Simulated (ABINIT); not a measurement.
Geometry relaxation, with input and output: W

The run: geometry relaxation of W (Im-3m, 1 atom in the cell). Method and program: Kohn-Sham DFT of a periodic cell, PBE, JTH PAW PBE v2.0, no spin polarisation (ABINIT 10.8.3).

The structure derives from an entry of the Crystallography Open Database.

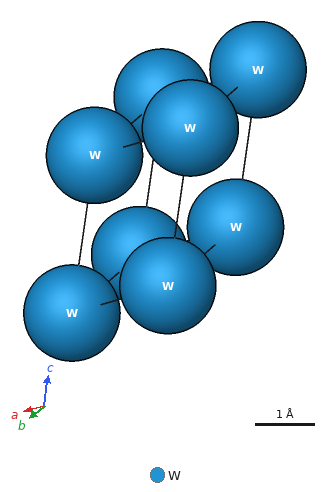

The input geometry (spheres-only view of the cell of the calculation, seen at an oblique angle). An atom can appear more than once, as a periodic image.

**Results in brief**

```tsv
quantity	value
outcome	converged
space group (tolerance 0.01 Å)	Im-3m (229)
electrons treated	14
free energy	−1878.4650 eV
Fermi energy	9.670 eV
gap on the k-point mesh	none (metallic)
pressure	5.01 GPa
final volume	15.91 Å³
largest force (length of the vector) at the end	under 0.001 eV/Å
final cell	a = 2.744 Å, b = 2.744 Å, c = 2.744 Å, α = 109.47°, β = 109.47°, γ = 109.47°
hardware	1 thread of Arm Neoverse V1, 24 GiB of memory available, shared host
wall time	27 s
peak memory	0.1 GiB
```

**Remarks**

Spin–orbit coupling is left out, which matters for W. The cell is under a pressure of 5.0 GPa at this level, so it is not at its equilibrium volume.

**The input**
```
pp_dirpath "./"
pseudos "W.GGA_PBE-JTH.xml"

acell 5.1791760466 5.1791760466 5.1791760466
rprim
    -0.5773502692     0.5773502692     0.5773502692
     0.5773502692    -0.5773502692     0.5773502692
     0.5773502692     0.5773502692    -0.5773502692
ntypat 1
znucl 74
natom 1
typat 1
xcart
     0.0000000000     0.0000000000     0.0000000000 Angstrom
chkprim 0
chksymtnons 0
tolsym 1.0e-6

ecut 16.0
pawecutdg 32.0
pawxcdev 0
pawovlp -1

kptopt 1
ngkpt 12 12 12
nshiftk 1
shiftk 0.0 0.0 0.0

ixc 11

nband 11
occopt 3
tsmear 0.00183747

nstep 100
tolvrs 1.0e-9

iomode 3
prtwf 0
prtden 0
prteig 0
prtebands 0
enunit 1

ionmov 22
ntime 60
tolmxf 0.0002
optcell 2
dilatmx 1.08
ecutsm 0.5
strtarget 3*-1.699465e-04 3*0.0
```

Launch command:
```bash
abinit run.abi > log 2>&1
```

**Log**
```
.Version 10.8.3 of ABINIT
 Symmetries : space group Im -3 m (#229); Bravais cI (body-center cubic)
================================================================================
 Values of the parameters that define the memory need of the present run
     intxc =       0    ionmov =      22      iscf =      17    lmnmax =      18
     lnmax =       6     mgfft =      24  mpssoang =       3    mqgrid =    3001
     natom =       1  nloc_mem =       2    nspden =       1   nspinor =       1
    nsppol =       1      nsym =      48    n1xccc =       1    ntypat =       1
    occopt =       3   xclevel =       2
       mpw =         422          nfft =       13824          nkpt =          72
 PAW method is used; the additional fine FFT grid is defined by:
   mgfftf=        30    nfftf =     27000
================================================================================
================================================================================

--------------------------------------------------------------------------------
------------- Echo of variables that govern the present computation ------------
--------------------------------------------------------------------------------
 -outvars: echo values of preprocessed input variables --------
            acell      5.1791760466E+00  5.1791760466E+00  5.1791760466E+00 Bohr
              amu      1.83850000E+02
          chkprim           0
      chksymtnons           0
          dilatmx      1.08000000E+00
             ecut      1.60000000E+01 Hartree
           ecutsm      5.00000000E-01 Hartree
           enunit           1
           ionmov          22
                       outvar_i_n : Printing only first  50 k-points.
              ixc          11
                       outvar_i_n : Printing only first  50 k-points.
         kptrlatt       12    0    0      0   12    0      0    0   12
          kptrlen      6.21501126E+01
            natom           1
            nband          11
            ngfft          24      24      24
          ngfftdg          30      30      30
             nkpt          72
            nstep         100
             nsym          48
            ntime          60
           ntypat           1
                       prtocc : prtvol=0, do not print more k-points.
           occopt           3
          optcell           2
        pawecutdg      3.20000000E+01 Hartree
          pawovlp     -1.0000000000E+00
         pawxcdev           0
           prtden           0
        prtebands           0
           prteig           0
            prtwf           0
            rprim     -5.7735026920E-01  5.7735026920E-01  5.7735026920E-01
                       5.7735026920E-01 -5.7735026920E-01  5.7735026920E-01
                       5.7735026920E-01  5.7735026920E-01 -5.7735026920E-01
          spgroup         229
        strtarget     -1.69946500E-04 -1.69946500E-04 -1.69946500E-04
                       0.00000000E+00  0.00000000E+00  0.00000000E+00
           tolmxf      2.00000000E-04
           tolsym      1.00000000E-06
           tolvrs      1.00000000E-09
           tsmear      1.83747000E-03 Hartree
            typat      1
           useylm           1
                       outvars : Printing only first  50 k-points.
            znucl       74.00000

================================================================================

 chkinp: Checking input parameters for consistency.

================================================================================
== DATASET  1 ==================================================================

--- !DatasetInfo
iteration_state: {dtset: 1, }
dimensions: {natom: 1, nkpt: 72, mband: 11, nsppol: 1, nspinor: 1, nspden: 1, mpw: 422, }
cutoff_energies: {ecut:  16.0, pawecutdg:  32.0, }
electrons: {nelect:   1.40000000E+01, charge:   0.00000000E+00, occopt:   3.00000000E+00, tsmear:   1.83747000E-03, }
meta: {optdriver: 0, ionmov: 22, optcell: 2, iscf: 17, paral_kgb: 0, }
...

 Exchange-correlation functional for the present dataset will be:
  GGA: Perdew-Burke-Ernzerhof functional - ixc=11
  J.P.Perdew, K.Burke, M.Ernzerhof, PRL 77, 3865 (1996)

 Real(R)+Recip(G) space primitive vectors, cartesian coordinates (Bohr,Bohr^-1):
 R(1)= -2.9901987  2.9901987  2.9901987  G(1)=  0.0000000  0.1672130  0.1672130
 R(2)=  2.9901987 -2.9901987  2.9901987  G(2)=  0.1672130  0.0000000  0.1672130
 R(3)=  2.9901987  2.9901987 -2.9901987  G(3)=  0.1672130  0.1672130  0.0000000
 Unit cell volume ucvol=  1.0694491E+02 bohr^3
 Angles (23,13,12)=  1.09471221E+02  1.09471221E+02  1.09471221E+02 degrees

 Coarse grid specifications (used for wave-functions):

 getcut: wavevector=  0.0000  0.0000  0.0000  ngfft=  24  24  24
         ecut(hartree)=     18.662   => boxcut(ratio)=   2.38288

 getcut : COMMENT -
  Note that boxcut > 2.2 ; recall that boxcut=Gcut(box)/Gcut(sphere) = 2
  is sufficient for exact treatment of convolution.
  Such a large boxcut is a waste : you could raise ecut
  e.g. ecut=   26.491765 Hartrees makes boxcut=2

 Fine grid specifications (used for densities):

 getcut: wavevector=  0.0000  0.0000  0.0000  ngfft=  30  30  30
         ecut(hartree)=     37.325   => boxcut(ratio)=   2.10619

--- Pseudopotential description ------------------------------------------------
- pspini: atom type   1  psp file is ./W.GGA_PBE-JTH.xml
 Pseudopotential format is: paw10
 basis_size (lnmax)=  6 (lmn_size= 18), orbitals=   0   0   1   1   2   2
 Spheres core radius: rc_sph= 2.41188978
 Shapefunction is BESSEL type: shapef(r,l)=aa(1,l)*jl(q(1,l)*r)+aa(2,l)*jl(q(2,l)*r)
 Radius for shape functions =  2.10354610
 Compensation charge density is not taken into account in XC energy/potential

   6.59015510E+02                                ecore*ucvol(ha*bohr**3)
--------------------------------------------------------------------------------

================================================================================

=== [ionmov=22] Limited-memory Broyden-Fletcher-Goldfarb-Shanno method
================================================================================

--- Iteration: ( 1/60) Internal Cycle: (1/1)
--------------------------------------------------------------------------------

---SELF-CONSISTENT-FIELD CONVERGENCE--------------------------------------------

--- !BeginCycle
iteration_state: {dtset: 1, itime: 1, icycle: 1, }
solver: {iscf: 17, nstep: 100, nline: 4, wfoptalg: 10, }
tolerances: {tolvrs: 1.00E-09, }
...

     iter   Etot(hartree)      deltaE(h)  residm     nres2
 ETOT  1  -67.394820949118    -6.739E+01 1.381E+01 5.063E+00
 ETOT  2  -69.057302506423    -1.662E+00 9.324E-02 6.041E+00
 ETOT  3  -69.039700776376     1.760E-02 5.032E-02 1.893E+00
 ETOT  4  -69.031655038711     8.046E-03 3.241E-02 3.448E-02
 ETOT  5  -69.032589784215    -9.347E-04 4.153E-03 1.106E-01
 ETOT  6  -69.032213639818     3.761E-04 1.170E-03 6.165E-04
 ETOT  7  -69.032231323210    -1.768E-05 2.931E-04 1.660E-04
 ETOT  8  -69.032231792877    -4.697E-07 1.848E-04 1.549E-04
 ETOT  9  -69.032231403485     3.894E-07 3.707E-04 3.067E-05
 ETOT 10  -69.032231410122    -6.637E-09 4.906E-05 6.841E-06
 ETOT 11  -69.032231415878    -5.756E-09 5.911E-05 5.689E-06
 ETOT 12  -69.032231417253    -1.375E-09 1.052E-05 6.023E-06
 ETOT 13  -69.032231383636     3.362E-08 6.093E-06 5.332E-07
 ETOT 14  -69.032231385403    -1.767E-09 2.370E-06 1.089E-07
 ETOT 15  -69.032231385296     1.075E-10 3.075E-06 6.843E-08
 ETOT 16  -69.032231385195     1.004E-10 2.044E-06 4.422E-08
 ETOT 17  -69.032231385122     7.371E-11 2.459E-06 2.933E-08
 ETOT 18  -69.032231385031     9.059E-11 1.820E-06 1.275E-08
 ETOT 19  -69.032231384957     7.400E-11 1.859E-06 7.812E-11

 At SCF step   19       nres2   =  7.81E-11 < tolvrs=  1.00E-09 =>converged.

 Cartesian components of stress tensor (hartree/bohr^3)
  sigma(1 1)= -2.15500304E-04  sigma(3 2)=  0.00000000E+00
  sigma(2 2)= -2.15500304E-04  sigma(3 1)=  0.00000000E+00
  sigma(3 3)= -2.15500304E-04  sigma(2 1)=  0.00000000E+00

--- !ResultsGS
iteration_state: {dtset: 1, itime: 1, icycle: 1, }
comment   : Summary of ground state results
lattice_vectors:
- [ -2.9901987,   2.9901987,   2.9901987, ]
- [  2.9901987,  -2.9901987,   2.9901987, ]
- [  2.9901987,   2.9901987,  -2.9901987, ]
lattice_lengths: [   5.17918,    5.17918,    5.17918, ]
lattice_angles: [109.471, 109.471, 109.471, ] # degrees, (23, 13, 12)
lattice_volume:   1.0694491E+02
convergence: {deltae:  7.400E-11, res2:  7.812E-11, residm:  1.859E-06, diffor: null, }
etotal    :  -6.90322314E+01
entropy   :   0.00000000E+00
fermie    :   3.57412009E-01
cartesian_stress_tensor: # hartree/bohr^3
- [ -2.15500304E-04,   0.00000000E+00,   0.00000000E+00, ]
- [  0.00000000E+00,  -2.15500304E-04,   0.00000000E+00, ]
- [  0.00000000E+00,   0.00000000E+00,  -2.15500304E-04, ]
pressure_GPa:   6.3402E+00
xred      :
- [  0.0000E+00,   0.0000E+00,   0.0000E+00,  W]
cartesian_forces: # hartree/bohr
- [ -0.00000000E+00,  -0.00000000E+00,  -0.00000000E+00, ]
force_length_stats: {min:   0.00000000E+00, max:   0.00000000E+00, mean:   0.00000000E+00, }
...

 Integrated electronic density in atomic spheres:
 ------------------------------------------------
 Atom  Sphere_radius  Integrated_density
    1        2.41189         11.75061623

---OUTPUT-----------------------------------------------------------------------

 Cartesian coordinates (xcart) [bohr]
  0.00000000000000E+00  0.00000000000000E+00  0.00000000000000E+00
 Reduced coordinates (xred)
  0.00000000000000E+00  0.00000000000000E+00  0.00000000000000E+00
 Cartesian forces (fcart) [Ha/bohr]; max,rms= 0.00000E+00 0.00000E+00 (free atoms)
 -0.00000000000000E+00 -0.00000000000000E+00 -0.00000000000000E+00
 Gradient of E wrt nuclear positions in reduced coordinates (gred)
 -0.00000000000000E+00 -0.00000000000000E+00 -0.00000000000000E+00
 Scale of Primitive Cell (acell) [bohr]
  5.17917604660000E+00  5.17917604660000E+00  5.17917604660000E+00
 Real space primitive translations (rprimd) [bohr]
 -2.99019868473870E+00  2.99019868473870E+00  2.99019868473870E+00
  2.99019868473870E+00 -2.99019868473870E+00  2.99019868473870E+00
  2.99019868473870E+00  2.99019868473870E+00 -2.99019868473870E+00
 Unitary Cell Volume (ucvol) [Bohr^3]=  1.06944912553606E+02
 Angles (23,13,12)= [degrees]
  1.09471220634491E+02  1.09471220634491E+02  1.09471220634491E+02
 Lengths [Bohr]
  5.17917604669306E+00  5.17917604669306E+00  5.17917604669306E+00
 Stress tensor in cartesian coordinates (strten) [Ha/bohr^3]
 -2.15500304054130E-04  0.00000000000000E+00  0.00000000000000E+00
  0.00000000000000E+00 -2.15500304054109E-04  0.00000000000000E+00
  0.00000000000000E+00  0.00000000000000E+00 -2.15500304054130E-04
 Total energy (etotal) [Ha]= -6.90322313849571E+01

--- Iteration: ( 2/60) Internal Cycle: (1/1)
--------------------------------------------------------------------------------

---SELF-CONSISTENT-FIELD CONVERGENCE--------------------------------------------

--- !BeginCycle
iteration_state: {dtset: 1, itime: 2, icycle: 1, }
solver: {iscf: 17, nstep: 100, nline: 4, wfoptalg: 10, }
tolerances: {tolvrs: 1.00E-09, }
...

     iter   Etot(hartree)      deltaE(h)  residm     nres2
 ETOT  1  -69.032380316015    -6.903E+01 5.593E-04 2.552E-02
 ETOT  2  -69.032312034378     6.828E-05 1.104E-05 3.134E-04
 ETOT  3  -69.032316042485    -4.008E-06 9.451E-07 6.663E-05
 ETOT  4  -69.032316485057    -4.426E-07 1.638E-06 1.050E-07
 ETOT  5  -69.032316489497    -4.440E-09 6.089E-07 3.282E-09
 ETOT  6  -69.032316489693    -1.962E-10 1.238E-06 2.449E-09
 ETOT  7  -69.032316489683     1.059E-11 4.483E-07 1.010E-10

 At SCF step    7       nres2   =  1.01E-10 < tolvrs=  1.00E-09 =>converged.

 Cartesian components of stress tensor (hartree/bohr^3)
  sigma(1 1)= -1.70300101E-04  sigma(3 2)=  0.00000000E+00
  sigma(2 2)= -1.70300101E-04  sigma(3 1)=  0.00000000E+00
  sigma(3 3)= -1.70300101E-04  sigma(2 1)=  0.00000000E+00

--- !ResultsGS
iteration_state: {dtset: 1, itime: 2, icycle: 1, }
comment   : Summary of ground state results
lattice_vectors:
- [ -2.9942851,   2.9942851,   2.9942851, ]
- [  2.9942851,  -2.9942851,   2.9942851, ]
- [  2.9942851,   2.9942851,  -2.9942851, ]
lattice_lengths: [   5.18625,    5.18625,    5.18625, ]
lattice_angles: [109.471, 109.471, 109.471, ] # degrees, (23, 13, 12)
lattice_volume:   1.0738397E+02
convergence: {deltae:  1.059E-11, res2:  1.010E-10, residm:  4.483E-07, diffor: null, }
etotal    :  -6.90323165E+01
entropy   :   0.00000000E+00
fermie    :   3.55371748E-01
cartesian_stress_tensor: # hartree/bohr^3
- [ -1.70300101E-04,   0.00000000E+00,   0.00000000E+00, ]
- [  0.00000000E+00,  -1.70300101E-04,   0.00000000E+00, ]
- [  0.00000000E+00,   0.00000000E+00,  -1.70300101E-04, ]
pressure_GPa:   5.0104E+00
xred      :
- [  0.0000E+00,   0.0000E+00,   0.0000E+00,  W]
cartesian_forces: # hartree/bohr
- [ -0.00000000E+00,  -0.00000000E+00,  -0.00000000E+00, ]
force_length_stats: {min:   0.00000000E+00, max:   0.00000000E+00, mean:   0.00000000E+00, }
...

 Integrated electronic density in atomic spheres:
 ------------------------------------------------
 Atom  Sphere_radius  Integrated_density
    1        2.41189         11.71441827

---OUTPUT-----------------------------------------------------------------------

 Cartesian coordinates (xcart) [bohr]
  0.00000000000000E+00  0.00000000000000E+00  0.00000000000000E+00
 Reduced coordinates (xred)
  0.00000000000000E+00  0.00000000000000E+00  0.00000000000000E+00
 Cartesian forces (fcart) [Ha/bohr]; max,rms= 0.00000E+00 0.00000E+00 (free atoms)
 -0.00000000000000E+00 -0.00000000000000E+00 -0.00000000000000E+00
 Gradient of E wrt nuclear positions in reduced coordinates (gred)
 -0.00000000000000E+00 -0.00000000000000E+00 -0.00000000000000E+00
 Scale of Primitive Cell (acell) [bohr]
  5.18625398181684E+00  5.18625398181684E+00  5.18625398181684E+00
 Real space primitive translations (rprimd) [bohr]
 -2.99428513248772E+00  2.99428513248772E+00  2.99428513248772E+00
  2.99428513248772E+00 -2.99428513248772E+00  2.99428513248772E+00
  2.99428513248772E+00  2.99428513248772E+00 -2.99428513248772E+00
 Unitary Cell Volume (ucvol) [Bohr^3]=  1.07383969311675E+02
 Angles (23,13,12)= [degrees]
  1.09471220634491E+02  1.09471220634491E+02  1.09471220634491E+02
 Lengths [Bohr]
  5.18625398181684E+00  5.18625398181684E+00  5.18625398181684E+00
 Stress tensor in cartesian coordinates (strten) [Ha/bohr^3]
 -1.70300100720722E-04  0.00000000000000E+00  0.00000000000000E+00
  0.00000000000000E+00 -1.70300100720701E-04  0.00000000000000E+00
  0.00000000000000E+00  0.00000000000000E+00 -1.70300100720729E-04
 Total energy (etotal) [Ha]= -6.90323164896829E+01

 Difference of energy with previous step (new-old):
           Absolute (Ha)=-8.51047E-05
           Relative     =-1.23283E-06

 At Broyd/MD step   2, gradients are converged :
  max grad (force/stress) = 3.5360E-05 < tolmxf= 2.0000E-04 ha/bohr (free atoms)

================================================================================

 ----iterations are completed or convergence reached----

 Mean square residual over all n,k,spin=   57.145E-11; max=  44.835E-08
 reduced coordinates (array xred) for    1 atoms
       0.000000000000      0.000000000000      0.000000000000
 rms dE/dt=  0.0000E+00; max dE/dt=  0.0000E+00; dE/dt below (all hartree)
    1       0.000000000000      0.000000000000      0.000000000000

 cartesian coordinates (angstrom) at end:
    1      0.00000000000000     0.00000000000000     0.00000000000000

 cartesian forces (hartree/bohr) at end:
    1     -0.00000000000000    -0.00000000000000    -0.00000000000000
 frms,max,avg= 0.0000000E+00 0.0000000E+00   0.000E+00  0.000E+00  0.000E+00 h/b

 cartesian forces (eV/Angstrom) at end:
    1     -0.00000000000000    -0.00000000000000    -0.00000000000000
 frms,max,avg= 0.0000000E+00 0.0000000E+00   0.000E+00  0.000E+00  0.000E+00 e/A
 length scales=  5.186253981817  5.186253981817  5.186253981817 bohr
              =  2.744447415271  2.744447415271  2.744447415271 angstroms
 Fermi (or HOMO) energy (eV) =   9.67016   Average Vxc (eV)= -13.27233
 Eigenvalues (   eV  ) for nkpt=  72  k points:
 kpt#   1, nband= 11, wtk=  0.00058, kpt=  0.0000  0.0000  0.0000 (reduced coord)
 -64.45727  -28.01621  -28.01621  -28.01621    0.13115    8.53757    8.53757    8.53757
  12.00868   12.00868   24.55727
 prteigrs : prtvol=0 or 1, do not print more k-points.

--- !EnergyTerms
iteration_state     : {dtset: 1, itime: 2, icycle: 1, }
comment             : Components of total free energy in Hartree
kinetic             :  6.77463867644298E+00
hartree             :  1.00243870151743E+01
xc                  : -7.66168217476194E+00
Ewald energy        : -5.95542612462479E+01
psp_core            :  6.13700084367717E+00
local_psp           : -2.82131351326905E+01
PAW spherical_terms :  3.46089716403444E+00
internal            : -6.90321548543715E+01
'-kT*entropy'       : -1.71026536467338E-04
total_energy        : -6.90323258809079E+01
total_energy_eV     : -1.87846528300382E+03
...

--- !EnergyTermsDC
iteration_state     : {dtset: 1, itime: 2, icycle: 1, }
comment             : '"Double-counting" decomposition of free energy'
band_energy         : -9.62704711532208E+00
Ewald energy        : -5.95542612462479E+01
psp_core            :  6.13700084367717E+00
xc_dc               : -1.34413085990710E+01
PAW spherical_terms :  7.45347065381744E+00
internal            : -6.90321454631464E+01
'-kT*entropy'       : -1.71026536467338E-04
total_energy_dc     : -6.90323164896829E+01
total_energy_dc_eV  : -1.87846502745556E+03
...

--- !EnergyTermsWithPAWCore
iteration_state     : {dtset: 1, itime: 2, icycle: 1, }
comment             : 'Components of total free energy, including PAW core contributions'
Total energy        : -1.61429316472910E+04
Total energy DC     : -1.61429316378998E+04
Total energy (eV)   : -4.39271548196906E+05
Total energy DC (eV): -4.39271547941358E+05
...

 Cartesian components of stress tensor (hartree/bohr^3)
  sigma(1 1)= -1.70300101E-04  sigma(3 2)=  0.00000000E+00
  sigma(2 2)= -1.70300101E-04  sigma(3 1)=  0.00000000E+00
  sigma(3 3)= -1.70300101E-04  sigma(2 1)=  0.00000000E+00

-Cartesian components of stress tensor (GPa)         [Pressure=  5.0104E+00 GPa]
- sigma(1 1)= -5.01040195E+00  sigma(3 2)=  0.00000000E+00
- sigma(2 2)= -5.01040195E+00  sigma(3 1)=  0.00000000E+00
- sigma(3 3)= -5.01040195E+00  sigma(2 1)=  0.00000000E+00

== END DATASET(S) ==============================================================
================================================================================

 -outvars: echo values of variables after computation  --------
            acell      5.1862539818E+00  5.1862539818E+00  5.1862539818E+00 Bohr
           etotal     -6.9032316490E+01
            fcart     -0.0000000000E+00 -0.0000000000E+00 -0.0000000000E+00
            rprim     -5.7735026919E-01  5.7735026919E-01  5.7735026919E-01
                       5.7735026919E-01 -5.7735026919E-01  5.7735026919E-01
                       5.7735026919E-01  5.7735026919E-01 -5.7735026919E-01
           strten     -1.7030010072E-04 -1.7030010072E-04 -1.7030010072E-04
                       0.0000000000E+00  0.0000000000E+00  0.0000000000E+00
 Calculation completed.
```

**Trajectory as extended XYZ (Å, eV, eV/Å), 2 frames, from step=0 to step=1**
```
1
Lattice="-1.5823 1.5823 1.5823 1.5823 -1.5823 1.5823 1.5823 1.5823 -1.5823" Properties=species:S:1:pos:R:3:forces:R:3 step=0 energy=-1878.46271
W     0.0000    0.0000    0.0000    0.0000   0.0000   0.0000
1
Lattice="-1.5845 1.5845 1.5845 1.5845 -1.5845 1.5845 1.5845 1.5845 -1.5845" Properties=species:S:1:pos:R:3:forces:R:3 step=1 energy=-1878.46503
W     0.0000    0.0000    0.0000    0.0000   0.0000   0.0000
```
